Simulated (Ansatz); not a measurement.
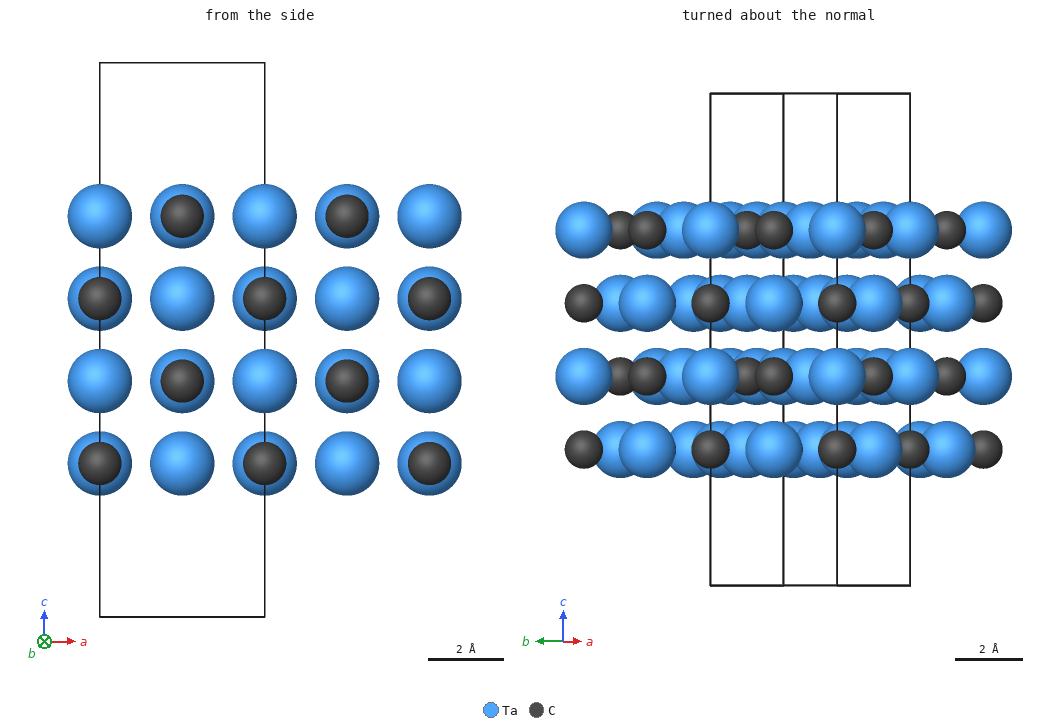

A spheres-only picture of a periodic slab, seen from the side and turned about the normal. The surface normal points up in side views; the box is the simulation cell. 2×2 cells are drawn in the plane, with atoms at the edges repeated.

The cell holds 8 Ta, 6 C.

Name the terminations.

Answer. The top face ends in C and Ta, the bottom face in C and Ta.

What is the slab's thickness, atom centre to atom centre?

Answer. About 7 Å from the lowest to the highest atom, with about 8 Å of vacuum to the next image.

What layers make up the slab, from top to bottom?

Answer. Four planes: TaC / Ta2C / TaC / Ta2C.

Its origin is a structure listed in the Materials Project. The cell was then strained or its atoms displaced on purpose. A calculation with Ansatz used it as input.

At this level of theory the run's own cell isn't at rest (stretched, at -6 GPa and forces up to 2.9 eV/Å), so its distances can differ from those at equilibrium, the more so the softer the solid.
